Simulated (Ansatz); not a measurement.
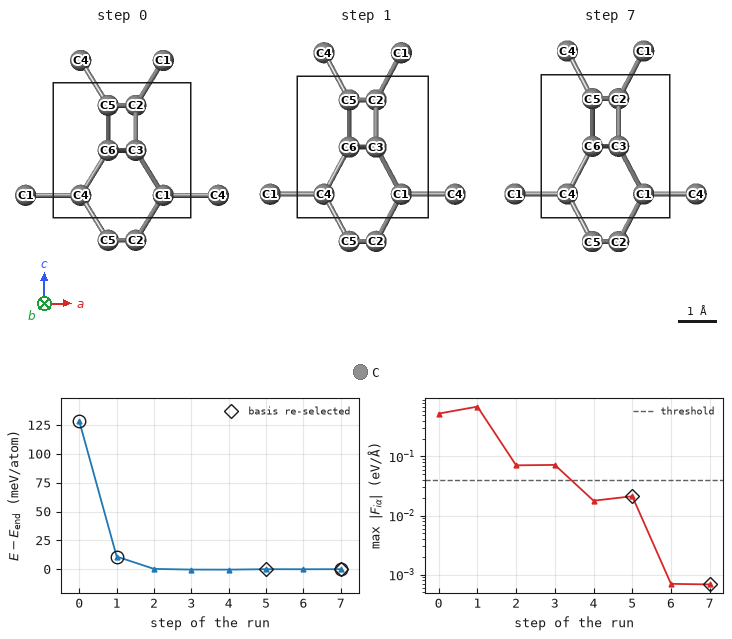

Frames of a relaxation of solid C (a generated structure, set up in P6_222) (coarse preliminary run), marked on the history of the run. Style: ball-and-stick. Shown: the cell of the calculation, along the b axis.

These are results of DFT PBE, scalar-relativistic, plane waves, PAW in Ansatz, not measurements.

The input:
```yaml
crystal:
  lattice:
    - [4.21234768, 0.0, 0.0]
    - [-2.10617384, 3.6480001, 0.0]
    - [0.0, 0.0, 3.57429531]
  atoms:
    - { symbol: C, position: [0.8, 0.4, 0.16666667] }
    - { symbol: C, position: [0.6, 0.4, 0.83333333] }
    - { symbol: C, position: [0.6, 0.2, 0.5] }
    - { symbol: C, position: [0.2, 0.6, 0.16666667] }
    - { symbol: C, position: [0.4, 0.6, 0.83333333] }
    - { symbol: C, position: [0.4, 0.8, 0.5] }
basis:
  ecutwfc: 420
kpoints:
  mp_grid: { grid: [6, 6, 6] }
hamiltonian:
  xc: pbe
scf:
  occupations: { method: gaussian, width: 0.1 }
  lower_state_search: "off"
output:
  forces: true
  stress: true
  eigenvalues: true
relax:
  adjacent_minimum: "off"
  f_tol: 0.04
  max_steps: 70
  cell: { stress_tol: 0.4 }
```

Command:
```bash
ansatz run input.yaml --threads 1 --pin off --max-ram 2560MiB --backend cpu --events-out ev --progress --plain --runs-dir out
```

**Describe the path.**

Over 5 accepted moves (7 points after the start) the energy falls by 128 meV per atom. The largest force component goes from 0.53 to 0.00068 eV/Å. Pressure: −6.67 GPa at the start and −0.05 GPa at the end. The SCF was repeated twice at an unchanged geometry on a basis and grid sized afresh for the cell, which shifted the energy by 0.4 meV per atom at most. The largest moves relative to the cell, 0.013 Å, are those of C1, C2, C3, C4, C5 and C6. C1 goes along [−2 −1 0]. Cell: a = b 4.212 → 3.940 Å (−6.5 %), c 3.574 → 3.789 Å (+6.0 %). Volume −7.3 %. Near-neighbour distances that change, for instance: C1–C4 1.459 → 1.391 Å, C1–C2 1.459 → 1.477 Å. Bond angles that change, for instance: C2–C1–C3 120.0° → 126.7°, C2–C1–C4 120.0° → 116.7°. The space group stays P6_222 (No. 180). From step 0 to 1: C atoms move most (0.02 Å), volume −5.0 %, energy −117 meV per atom. From step 1 to 7: volume −2.5 %, energy −10.9 meV per atom.

```
step  E − E(0), meV/atom  largest force component, eV/Å  pressure, GPa  volume, Å³/atom                      note
   0                0.00                         0.5331          -6.67            9.154                          
   1             -117.14                         0.6991          -4.34            8.700                          
   2             -127.84                         0.0708           2.68            8.390                          
   3             -128.42                         0.0720          -0.21            8.496                          
   4             -128.46                         0.0178          -0.03            8.495                          
   5             -128.08                         0.0212          -0.17            8.495  same geometry, new basis
   6             -128.13                         0.0007          -0.04            8.487                          
   7             -128.07                         0.0007          -0.05            8.487  same geometry, new basis
```
